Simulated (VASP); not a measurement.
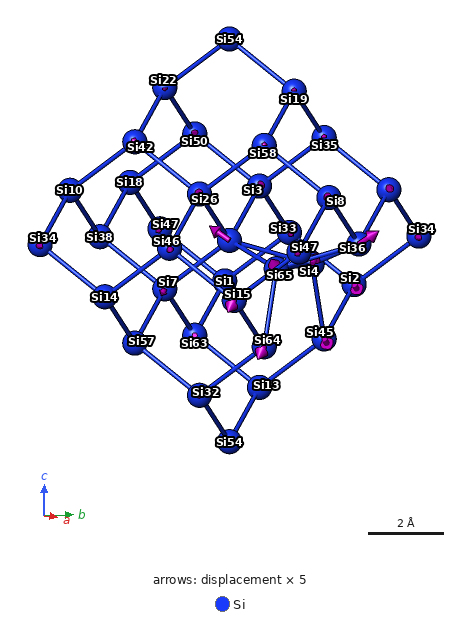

A relaxation of a defect cell of composition Si. The starting structure is drawn; purple arrows show the displacements, magnified 5 times.

A ball-and-stick model of the atoms within 5.8 Å of the atom that moves most (axes of the cell of the calculation), seen from a free direction.

The run lets the atoms move in a fixed cell.

Computed with VASP 6.6.1, Kohn-Sham DFT of a periodic cell, LDA, VASP PAW LDA potentials, recommended.

The input:
```
SYSTEM = Si
PREC     = Accurate       ! precision mode
ENCUT    = 300            ! plane-wave cutoff, eV
EDIFF    = 1E-6           ! SCF threshold, eV
ISMEAR   = -1             ! smearing method
SIGMA    = 0.05           ! smearing width, eV
LREAL    = .FALSE.        ! projectors in reciprocal space
LASPH    = .TRUE.         ! aspherical terms in the spheres
NELM     = 80             ! most SCF steps
ALGO     = Normal         ! electronic algorithm
ISIF     = 2              ! what is computed and relaxed
LWAVE    = .FALSE.        ! write WAVECAR
LCHARG   = .FALSE.        ! write CHGCAR
IBRION   = 2              ! ionic algorithm
NSW      = 40             ! ionic steps
EDIFFG   = -0.02          ! ionic threshold
```

Launched with:
```bash
cat potpaw_LDA.64/Si/POTCAR > POTCAR
mpirun -np 1 vasp_std > vasp.out
```

Question: Describe the change and its energy.

Answer: Over 16 geometry steps the energy falls by 0.589 eV per cell of the calculation. Largest force component: 1.5 eV/Å at the start, 0.01 eV/Å at the end. The largest moves, 0.14 Å, are those of Si atoms. The cell doesn't change. Among the contacts that change: Si–Si 2.320 → 2.460 Å, Si–Si 2.292 → 2.429 Å, Si–Si 2.191 → 2.314 Å, Si–Si 2.340 → 2.323 Å. Bond angles that change, for instance: Si–Si–Si 109.5° → 104.2°, Si–Si–Si 109.5° → 105.3°, Si–Si–Si 76.0° → 72.1°. It ran on 1 thread of AMD EPYC 7R13 Processor (Zen 3), on a shared host.
